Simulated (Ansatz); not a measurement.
TiN

```
Ti N
1.0
     2.94966    1.70299   -2.40839
     0.00000    3.40598    2.40839
     2.94966   -1.70299    2.40839
Ti N
4 4
Direct
  0.00000 0.00000 0.00000
  0.00000 0.50000 0.50000
  0.50000 0.00000 0.50000
  0.50000 0.50000 0.00000
  0.00000 0.00000 0.50000
  0.00000 0.50000 0.00000
  0.50000 0.00000 0.00000
  0.50000 0.50000 0.50000
```

Space group Fm-3m; computed without spin polarisation.

Theory: Ansatz 0.2.0, DFT LDA, scalar-relativistic, plane waves, PAW.

What will maps of the valence pseudo-density and electron localisation function show?

Ti–N (2.09 Å): the density is about 0.55 e/Å³ at the midpoint; the ELF peaks at about 0.80 in the valence shell of N, 0.7 Å from its nucleus, and is about 0.20 at the midpoint: no shared electron pair shows on this line.

Does the calculation make it a metal, or give it a gap?

It is gapless in this calculation (a metal or semimetal); semilocal functionals without U, or without the true magnetic order, often close the gap of such compounds.

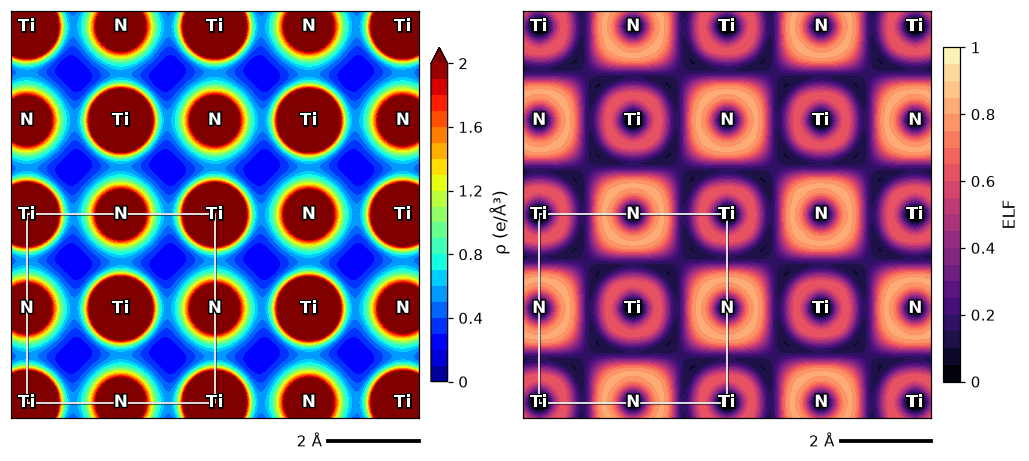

Computed valence pseudo-density and electron localisation function on the (001) plane of the conventional cell, in this order. 

Core electrons are frozen (PAW), and the valence fields are smoothed inside the atomic spheres.
